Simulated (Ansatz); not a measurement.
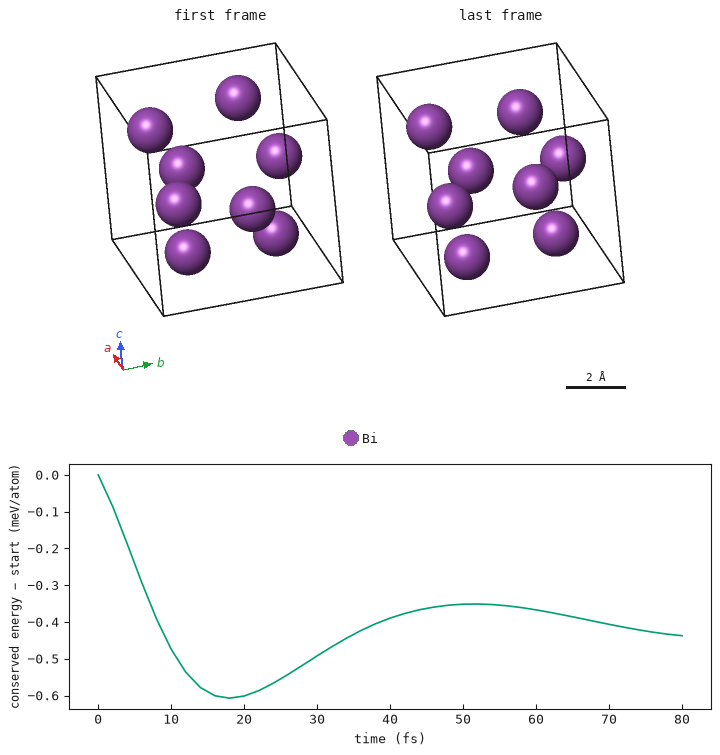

Molecular dynamics of an 8-atom cell of Bi, 80 fs long. Style: spheres-only. Shown: the simulation cell, from a free direction.

Theory: DFT, PAW plane waves, PBE (Ansatz 0.2.0). Run with plane-wave cutoff 420 eV; k-point mesh 3 × 2 × 3; Fermi-Dirac smearing 0.05 eV; Nosé-Hoover thermostat (NVT); set temperature 1200 K; time step 2 fs.

The input:
```yaml
crystal:
  lattice:
    - [-0.561147, -5.265625, -3.753595]
    - [-4.903557, 2.408007, -3.779355]
    - [4.819177, 2.549175, -3.574361]
  atoms:
    - { symbol: Bi, position: [0.29436, 0.23743, 0.205168] }
    - { symbol: Bi, position: [0.2826, 0.787107, 0.68739] }
    - { symbol: Bi, position: [0.770728, 0.212444, 0.734891] }
    - { symbol: Bi, position: [0.727068, 0.718959, 0.168148] }
    - { symbol: Bi, position: [0.250425, 0.240152, 0.73757] }
    - { symbol: Bi, position: [0.259277, 0.721028, 0.2379] }
    - { symbol: Bi, position: [0.70536, 0.312625, 0.291935] }
    - { symbol: Bi, position: [0.781434, 0.712838, 0.824215] }
kpoints:
  mp_grid: { grid: [3, 2, 3] }
magnetization:
  spin_polarized: false
scf:
  occupations: { method: fermi_dirac, width: 0.05 }
hamiltonian:
  pseudopotentials: { kind: paw }
  xc: pbe
basis:
  ecutwfc: 420
md:
  timestep: 2.0
  n_steps: 40
  ensemble: nvt_nose_hoover
  temperature: 1200.0
  initial_velocities: maxwell_boltzmann
  seed: 865491
```

Command:
```bash
ansatz run input.yaml --threads 2 --pin off --max-ram 2560MiB --backend cpu --events-out ev --progress --plain --runs-dir out
```

How well is the energy conserved, and can the run be trusted?

The conserved quantity stays between −0.61 and 0 meV per atom of its start. A straight-line fit has a slope that amounts to −0.011 meV per atom over 80 fs (under 0.1 % of the mean kinetic energy), and the ripple about it is 0.1 % of the kinetic energy's fluctuation. With a drift under 2 % and a ripple under 7 %, the integration is accurate. Over the second half the temperature averages 3076 K (spread ±486 K). That is above the set 1200 K, because the structure releases potential energy faster than the thermostat removes it. The potential energy in the second half lies on average 414 meV per atom below the first frame. The first frame is far from relaxed (forces up to 13.6 eV/Å), so much of the motion is the structure settling.

Limits of the set-up: the k-point mesh is coarse for a cell with partly filled bands.
